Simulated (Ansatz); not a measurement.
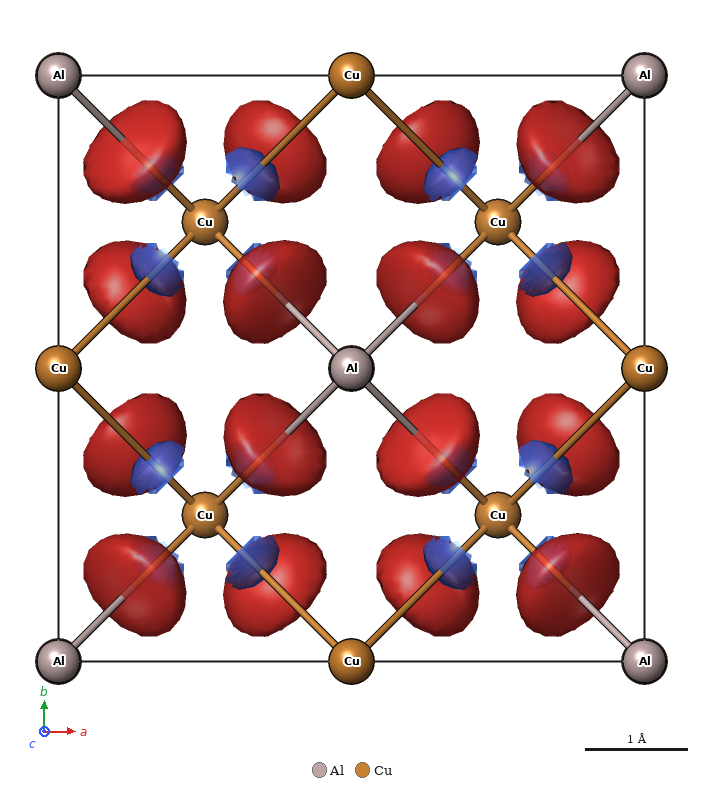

*AlCu3. Density of the crystal less the densities of its Cu sublattice and of the rest (Al), each computed alone with the atoms in place (the rest without spin, the Cu sublattice with): red surfaces at +0.03 and blue ones at −0.03 e/Å³, in the conventional cell seen along the c axis (the regions close to the nuclei are left out). Cores are masked to 0.8 Å (Al) and 0.9 Å (Cu).*

Space group Fm-3m. The cell comes from a database of computed structures, not from a measurement.

Computed with Ansatz 0.2.0, DFT r2SCAN, scalar-relativistic, plane waves, PAW.

In a PAW calculation such maps are meaningful between the atoms, not at the nuclei.

What does the difference density show?

Answer. Over the whole cell, outside the masked cores, the largest gain, 0.05 e/Å³, lies 1.1 Å from a copper nucleus and 1.4 Å from an aluminium one, and the largest loss lies at the edge of the masked core of Cu.
About 0.2 e is rearranged for each Cu atom.
By Bader's partition Cu carries −0.55 e, so it takes electrons from the rest. Among metals such charges hang on how the charge between the atoms is shared out.

What is E(crystal) − E(Cu sublattice) − E(rest) for each Cu atom?

Answer. E(crystal) − E(Cu sublattice) − E(rest) is −1.4 eV for each Cu atom (negative: bound). The references are the frozen sublattices, not the elements, so this isn't a formation energy. A moment in a sublattice run without spin would make it less negative.

Run times: 17 s (whole crystal), 1.5 s (the rest) and 17 s (sublattice Cu), on 2 threads of Intel(R) Xeon(R) 6975P-C (Granite Rapids), with other jobs on the host.
